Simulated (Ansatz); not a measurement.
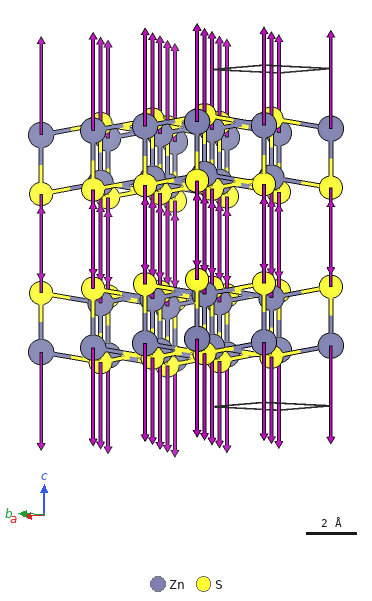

A relaxation of a crystal of ZnS (built on the HgF-139 type type). The starting structure is drawn; purple arrows show the displacements (the part carried along by the change of the cell is left out), magnified 50 times.

A ball-and-stick model of the conventional cell (2 times the calculation's cell), repeated 3 × 2 × 1 with one cell outlined, seen from a free direction. Lengths and directions refer to the drawn axes.

Level of theory: DFT, r2SCAN+rVV10, plane waves, PAW in Ansatz. Set-up: plane-wave cutoff 500 eV; k-point mesh 10 × 10 × 10; occupations fermi dirac; smearing width 0.03 eV; no spin polarisation; cell and atoms relaxed; force threshold 0.01 eV/Å; at most 120 steps.

Describe the change and its energy.

The energy falls by 5.8 meV per atom in 5 accepted moves (6 points after the start). Largest force component: 0.12 eV/Å at the start, 0.00016 eV/Å at the end. Pressure: 0.71 GPa at the start and −0.01 GPa at the end. At 1 point the geometry stayed and the basis and grid were re-selected for the new cell (energy shift of 0.2 meV per atom at most each time). The largest moves relative to the cell, 0.081 Å, are those of Zn atoms. Largest moves by element: Zn 0.081 Å, S 0.071 Å. The volume changes by −4.8 %, with a = b 3.448 → 3.465 Å (+0.5 %), c 13.757 → 12.956 Å (−5.8 %). Some distances before and after: S–Zn 2.404 → 2.417 Å, S–Zn 2.476 → 2.483 Å. The space group stays I4/mmm (No. 139).
